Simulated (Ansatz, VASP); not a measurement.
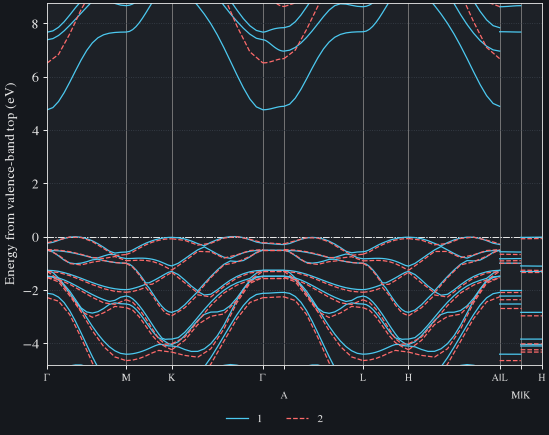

Band structures of Al₂O₃, space group P-6m2, 5 atoms in the cell (a = 2.884 Å, c = 9.337 Å (hexagonal axes)), by two methods on the same cell. Each is counted from its own valence-band top.

Which curve is which? The methods: LDA (Ansatz), HSE06 (VASP).

Answer. 1 is LDA (Ansatz); 2 is HSE06 (VASP). LDA (Ansatz) gives a gap of 4.76 eV along the path and HSE06 (VASP) gives a gap of 6.51 eV along the path.

Settings. LDA (Ansatz): Ansatz PAW, no spin polarisation, no spin-orbit coupling, 11×11×3 k mesh, 420 eV cutoff, Fermi-Dirac smearing of 0.05 eV (Ansatz 0.2.0). HSE06 (VASP): VASP PAW PBE potentials, release 64 (Al, O), no spin polarisation, no spin-orbit coupling, 6×6×2 k mesh, 520 eV cutoff, Gaussian smearing of 0.02 eV (VASP).

The two runs differ in program as well. The cell is at −7 GPa in LDA (Ansatz) and −5 GPa in HSE06 (VASP). The PAW data sets were made with another functional. The usual form of Al2O3 is corundum. LDA, GGA and most meta-GGA functionals understate gaps. HSE06 (VASP): the k mesh is thin for exact exchange.
